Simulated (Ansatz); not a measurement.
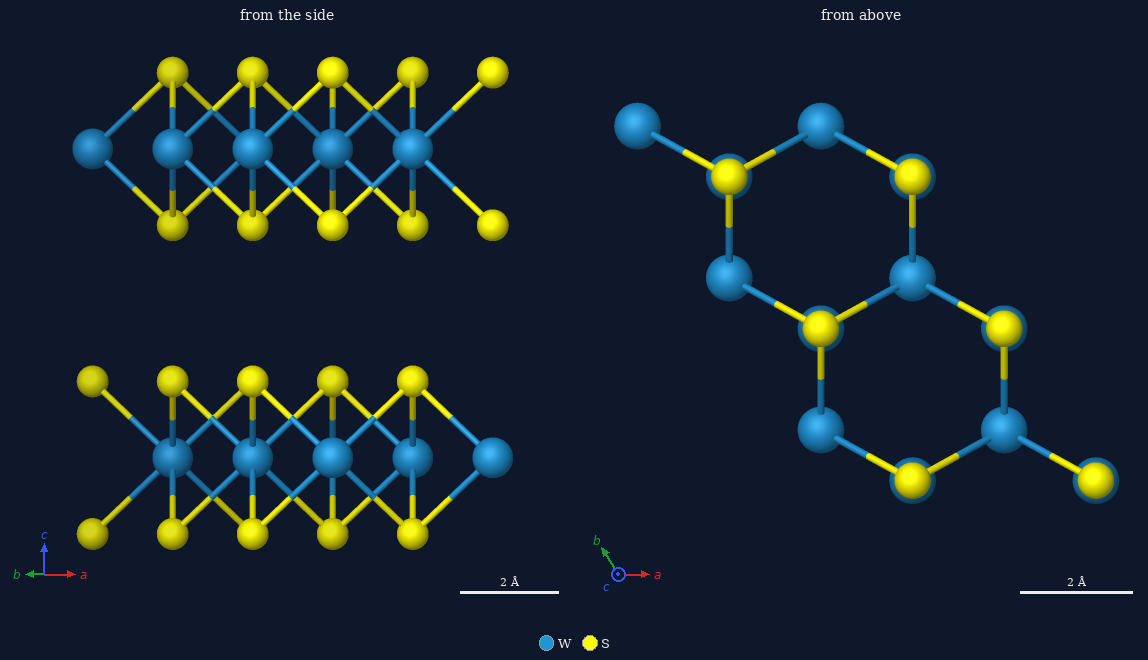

A ball-and-stick picture of a periodic slab, seen from the side and from above. The surface normal points up in side views; the vacuum is left out. 2×3 cells are drawn in the plane, with atoms at the edges repeated.

The cell holds 2 W, 4 S.

Q: Which species face the vacuum on either side?

A: The top face ends in S, the bottom face in S. The two faces are alike.

Q: What is the slab's thickness, atom centre to atom centre?

A: About 9 Å from the lowest to the highest atom.

Q: How are the atomic planes stacked?

A: Six planes: S / W / S / S / W / S.

The structure was taken from a structure listed in the Materials Project. The cell was then strained or its atoms displaced on purpose. It went into a calculation with Ansatz.
